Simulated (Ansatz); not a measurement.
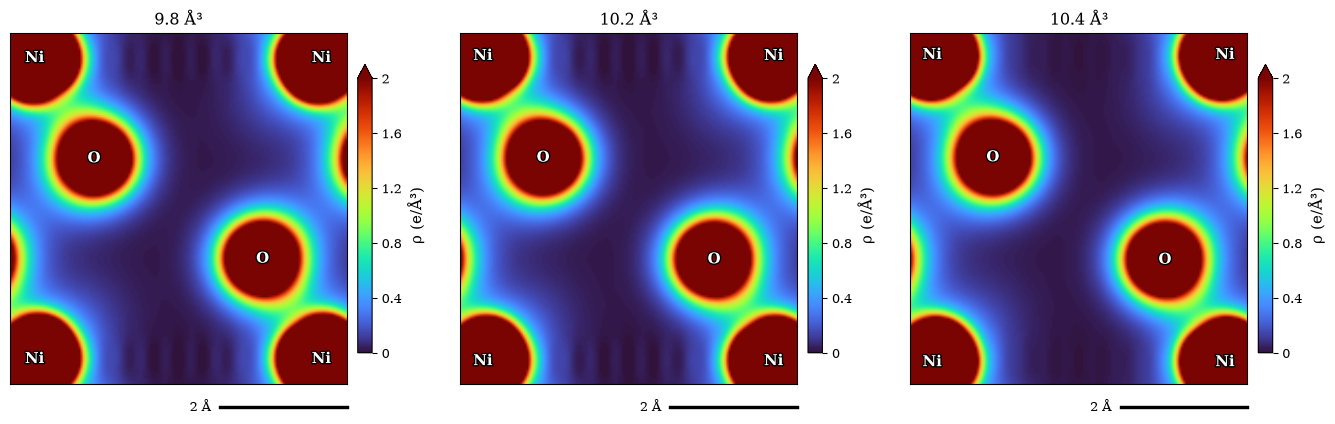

NiO2. The valence charge density (pseudo) of cells scaled evenly to different volumes (given per atom above each panel), on the (110) plane of each (indices in the axes of the cell below), at one length scale and on one colour scale.

A structure from a database of computed crystals, not necessarily the ambient phase; the program warned that a starting moment wasn't kept; spin-polarised, but the moments vanished.

Level of theory: Ansatz, Kohn-Sham DFT of a periodic cell, r2SCAN, Ansatz PAW.

The largest cell:

```
Ni O
1.0
     2.79878    0.00000    0.00000
    -1.39939    2.42382    0.00000
     0.00000    0.00000    4.61827
Ni O
1 2
Direct
  0.00000 0.00000 0.50000
  0.33333 0.66667 0.29396
  0.66667 0.33333 0.70604
```

| volume (Å³/atom) | Ni–O contact in the plane (Å) | ρ at its midpoint (e/Å³) | pressure (GPa) | gap on the mesh (eV) | 
| --- | --- | --- | --- | --- |
| 9.82 | 1.837 | 0.902 | 8.0 | 1.47 | 
| 10.03 | 1.850 | ? | ? | ? | 
| 10.23 | 1.863 | 0.846 | −1.5 | 1.41 | 
| 10.44 | 1.875 | 0.820 | −5.4 | 1.39 | 

Question: Estimate the missing row, and compare with the calculation.

Answer: Over the known rows ln ρ falls by 2.50 per Å of Ni–O distance (a least-squares line), which gives 0.873 e/Å³ at 1.850 Å; the calculation gives 0.873 e/Å³. For the pressure, a straight line in volume between the neighbouring rows gives 3.1 GPa; the calculation gives 3.0. For the gap on the mesh, a straight line in volume between the neighbouring rows gives 1.44 eV; the calculation gives 1.44.
